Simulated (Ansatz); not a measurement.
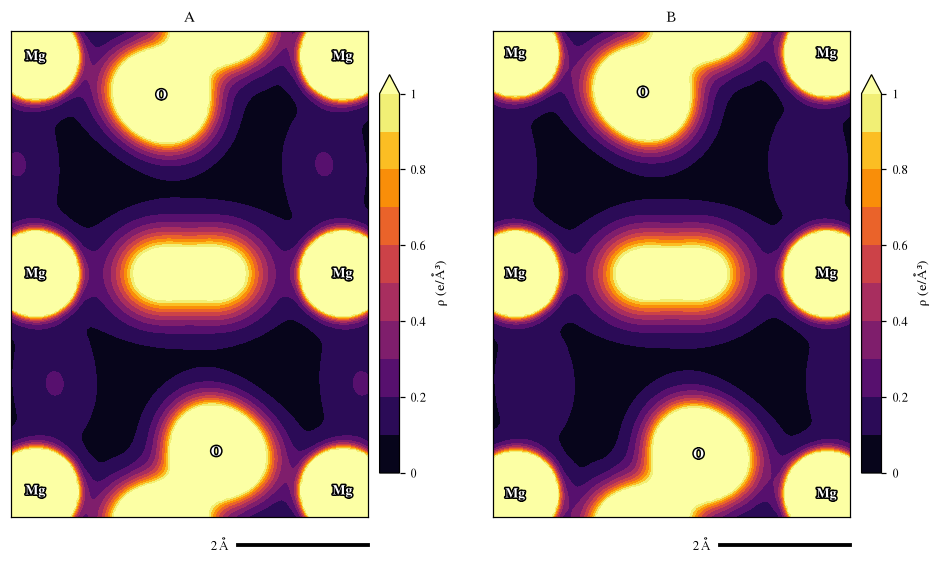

MgO2. The valence pseudo-density of two cells that differ in size, on the (110) plane of each (indices in the axes of the calculation cell), at one length scale and on one colour scale; one has 8.8 and the other 9.2 Å³ an atom.

Theory: Ansatz 0.2.0, Kohn-Sham DFT of a periodic cell, BLYP with D3(BJ), Ansatz PAW.

In a PAW calculation such maps are meaningful between the atoms, not at the nuclei.

**Which is the denser cell? Describe the effect of the change.**

Panel A is the smaller cell, by 4 % in volume. From the larger cell to the smaller, Mg–O goes from 2.06 to 2.03 Å, and the density at its midpoint from 0.37 to 0.4 e/Å³; the pressure goes from 5 to 13 GPa; the Kohn–Sham gap goes from 4.2 eV to 4.5 eV.
